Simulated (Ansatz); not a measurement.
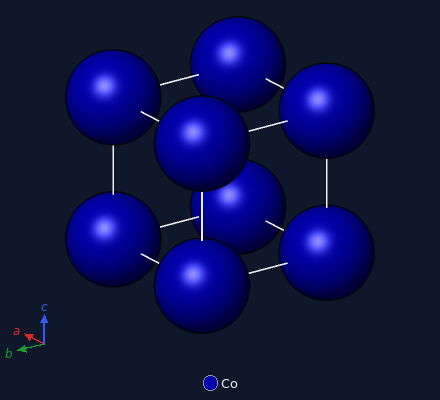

Co (Pm-3m, No. 221): a calculation's starting geometry; the starting structure was generated, so it need not be a known form of this composition.

Space group Pm-3m (No. 221). a = 2.306 Å, b = 2.306 Å, c = 2.306 Å, α = 90.00°, β = 90.00°, γ = 90.00°
| atom | site | symmetry | x | y | z |
| --- | --- | --- | --- | --- | --- |
| Co | 1a | m-3m | 0.0000 | 0.0000 | 0.0000 |

### What will a map of the projected electrostatic potential along [110] show? Computed as the sum of neutral-atom potentials (tabulated electron scattering factors, B = 0.3 Å²) projected along the beam and smoothed by 0.25 Å; brighter is more positive. The display is stretched by a gamma of 0.6; percentages refer to the linear signal.

The columns repeat on a rectangular net of 1.63 × 2.31 Å (plane group p2mm). All columns are alike (Co). The shortest distance between visible columns is 1.63 Å in projection. Along the beam the structure repeats every 3.26 Å.

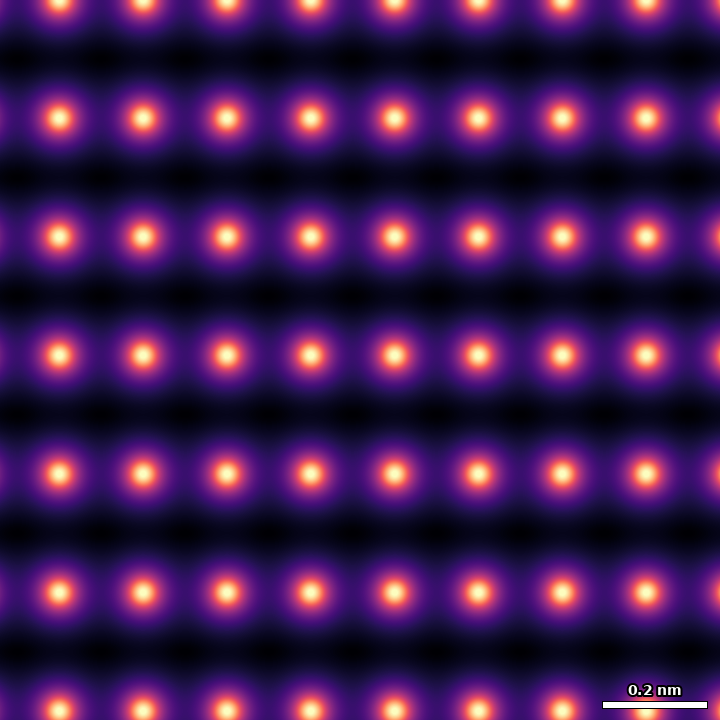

The simulated image.

### What mean inner potential do neutral atoms give for this crystal?

About 27 V (the sum of the forward scattering factors over the cell volume; bonding usually lowers the true value).
